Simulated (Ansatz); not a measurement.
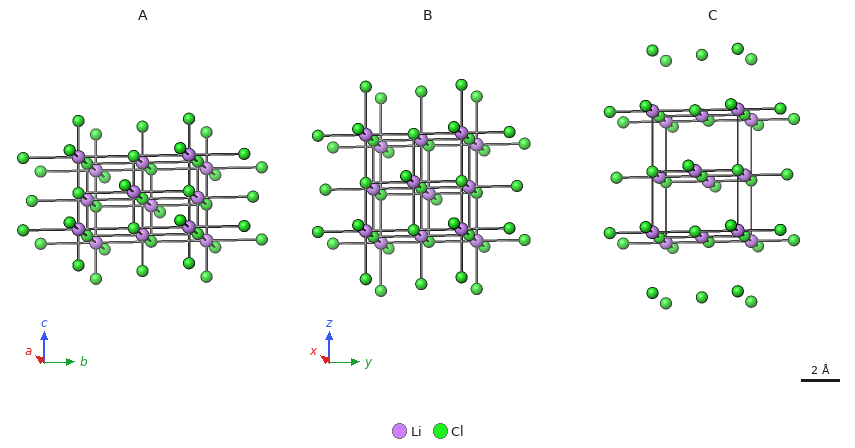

Frames of a one-coordinate scan of a crystal of LiCl (Fm-3m). x, y and z are the Cartesian axes of the input. The picture is a ball-and-stick view of the conventional cell (4 times the calculation's cell), seen along the a axis, with a slight tilt. Lengths and directions refer to the drawn axes.

The calculation used DFT PBE, scalar-relativistic, plane waves, PAW (Ansatz 0.2.0). (plane-wave cutoff 420 eV; k-point mesh 8 × 8 × 8; occupations gaussian; smearing width 0.05 eV; no spin polarisation). Energies (free energies at the smearing named) are counted from the cell as listed in its source, which wasn't relaxed.

**What is being scanned?**

The ratio of the cell's length along z to its lengths across, counted as 1 for the reference, is changed at fixed volume (a tetragonal or Bain path), with the atoms kept at their fractional coordinates. In the frames the relative ratio is 0.65 (A), 1.00 (B), 1.414 (C). Their energies are 466 meV/atom, 0 meV/atom, 133 meV/atom.
